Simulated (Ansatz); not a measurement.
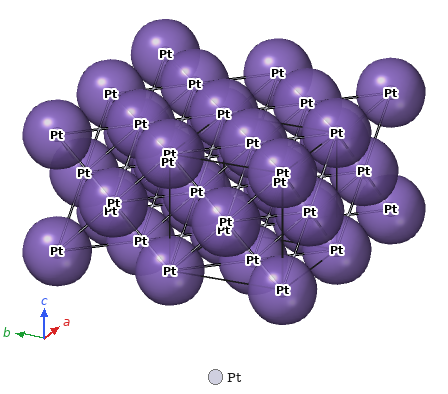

Figure 1: Pt. Isosurface of the valence charge density (pseudo) at 0.6 e/Å³ (purple), seen at an oblique angle. Sticks mark near contacts.

Space group Fm-3m.

Theory: DFT PBEsol, scalar-relativistic, plane waves, PAW (Ansatz).

In a PAW calculation such maps are meaningful between the atoms, not at the nuclei.

The calculation's input:

```
crystal:
  lattice:
    - [0.0, 1.9459784596, 1.9459784596]
    - [1.9459784596, 0.0, 1.9459784596]
    - [1.9459784596, 1.9459784596, 0.0]
  atoms:
    - { symbol: Pt, position: [0.0, 0.0, 0.0] }
basis:
  ecutwfc: 420
kpoints:
  mp_grid: { grid: [18, 18, 18] }
hamiltonian:
  xc: pbesol
scf:
  occupations: { method: gaussian, width: 0.1 }
output:
  forces: true
  stress: true
  eigenvalues: true
  write_density: true
  write_potential: true
  elf: true
  volumetric_format: npy
relax:
  adjacent_minimum: "off"
  f_tol: 0.005
  max_steps: 80
  cell: { stress_tol: 0.05 }
```

Run with:

```sh
ansatz run input.yaml --threads 4 --pin off --max-ram 12288MiB --backend cpu --events-out ev --progress --plain --runs-dir out
```

Below, planes, directions and counts refer to the conventional cell (a = 3.92 Å, b = 3.92 Å, c = 3.92 Å, α = 90.00°, β = 90.00°, γ = 90.00°).

The fields are those of the relaxed geometry.

Q: What does this surface tell about the bonding?

A: At this value the density breaks into separate islands; it holds about 80 % of the electrons treated as valence (semicore included). It bridges none of the near contacts. It is pinched off along the shortest Pt–Pt (2.77 Å) contacts. On the grid the lowest density along these lines, outside the cores, is 0.38 e/Å³ (Pt–Pt, 2.77 Å).

Q: Metal or insulator at this level of theory?

A: It is gapless in this calculation (a metal or semimetal).
